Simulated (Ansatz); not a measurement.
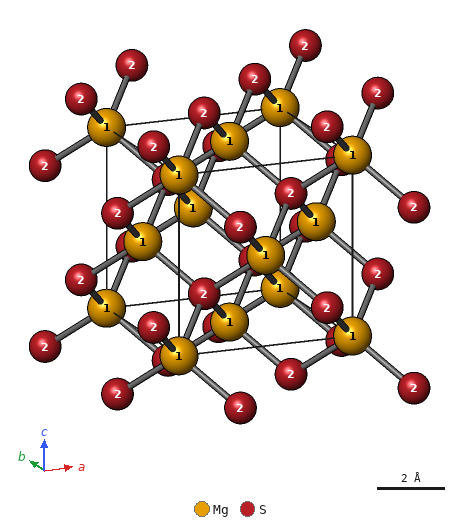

The starting point is a crystal of MgS (built on the database structure type) at its r2SCAN-relaxed geometry. The picture is a ball-and-stick view of the conventional cell (4 times the calculation's cell), seen slightly off an axis. Lengths and directions refer to the drawn axes.

Computed with DFT, PBE, plane waves, PAW (Ansatz 0.2.0). (plane-wave cutoff 420 eV; k-point mesh 8 × 8 × 8; occupations fermi dirac; smearing width 0.02 eV; no spin polarisation)

Change: All lengths are scaled by +0.9 % (volume +2.6 %). The atoms were relaxed with r2SCAN under that strain, and this is a single point on that geometry.

The input:
```yaml
crystal:
  lattice:
    - [0.0, 2.8552202894, 2.8552202894]
    - [2.8552202894, 0.0, 2.8552202894]
    - [2.8552202894, 2.8552202894, 0.0]
  atoms:
    - { symbol: Mg, position: [0.0, 0.0, 0.0] }
    - { symbol: S, position: [0.75, 0.75, 0.75] }
kpoints:
  mp_grid: { grid: [8, 8, 8] }
  band_path:
    path:
      - [0.0, 0.0, 0.0]
      - [-0.5, -0.5, 0.0]
      - [-0.375, -0.375, 0.25]
      - [-0.375, 0.0, 0.375]
      - [0.0, 0.0, 0.5]
      - [-0.5, -0.25, 0.25]
    npoints: 1
hamiltonian:
  xc: pbe
scf:
  occupations: { method: fermi_dirac, width: 0.02 }
  n_extra_bands: 4
output:
  forces: true
  stress: true
  eigenvalues: true
```

Run as
```bash
ansatz run input.yaml --threads 4 --pin off --max-ram 4608MiB --backend cpu --events-out ev --progress --plain --runs-dir out
```

**What is the effect?**

Among the bonded contacts that change: Mg–S 2.452 → 2.473 Å. The space group stays F-43m (No. 216). The energy falls by 1.3 meV per atom. The pressure goes from 1.1 to −0.4 GPa. All forces vanish by symmetry. The band gap goes from 3.47 to 3.34 eV.
